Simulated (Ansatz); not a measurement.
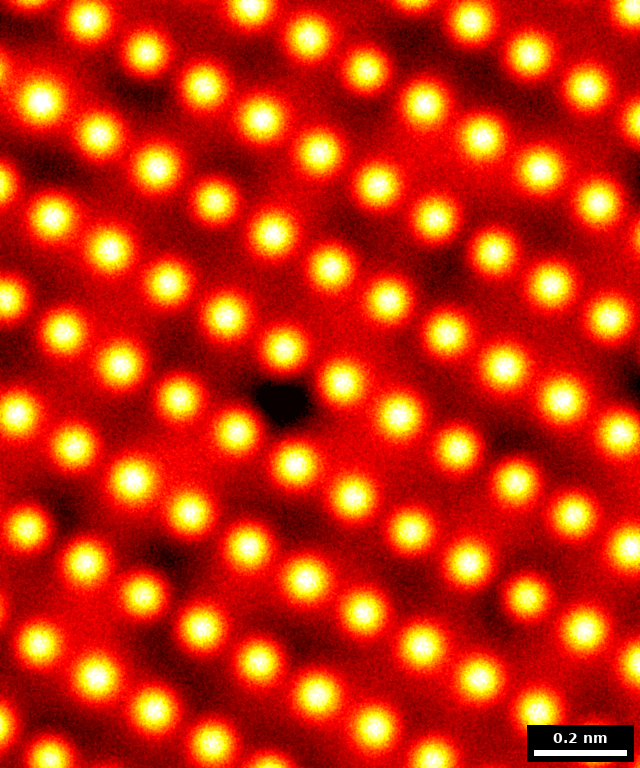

An image along [110] of one of the structures below (computed or model cells, partly hypothetical, each in its standard cell). Simulated incoherent Z contrast: every atom adds Z^1.6 spread by a probe of 0.67 Å full width; channelling and multiple scattering are left out. The probe carries 15 % of its weight in a tail 2.5 times as wide. The display is stretched by a gamma of 0.65; percentages refer to the linear signal. Shot noise and the speckle of an amorphous layer were added.

A. Cu
Space group P6_3/mmc (No. 194). a = 2.486 Å, b = 2.486 Å, c = 4.073 Å, α = 90.00°, β = 90.00°, γ = 120.00°
```tsv
atom	site	symmetry	x	y	z
Cu	2c	-6m2	0.3333	0.6667	0.2500
```

B. Cu
Space group Pm-3m (No. 221). a = 2.456 Å, b = 2.456 Å, c = 2.456 Å, α = 90.00°, β = 90.00°, γ = 90.00°
| atom | site | symmetry | x | y | z |
| --- | --- | --- | --- | --- | --- |
| Cu | 1a | m-3m | 0.0000 | 0.0000 | 0.0000 |

C. Cu
Space group Im-3m (No. 229). a = 2.920 Å, b = 2.920 Å, c = 2.920 Å, α = 90.00°, β = 90.00°, γ = 90.00°
```csv
atom,site,symmetry,x,y,z
Cu,2a,m-3m,0.0000,0.0000,0.0000
```

D. Cu
Space group Fm-3m (No. 225). a = 3.518 Å, b = 3.518 Å, c = 3.518 Å, α = 90.00°, β = 90.00°, γ = 90.00°
```csv
atom,site,symmetry,x,y,z
Cu,4a,m-3m,0.0000,0.0000,0.0000
```

> Which of them gives this image?

C, Cu. Along [110] the projected cells are A 2.15 × 4.07 Å, 90°; B 1.74 × 2.46 Å, 90°; C 1.46 × 2.06 Å, 90°; D 2.15 × 2.15 Å, 109°. The image repeats as C does.

Structure C: coordinates from a relaxation with Ansatz 0.2.0, DFT, RPBE, plane waves (420 eV) with PAW, scalar-relativistic; the starting structure was generated, so it need not be a known form of this composition.
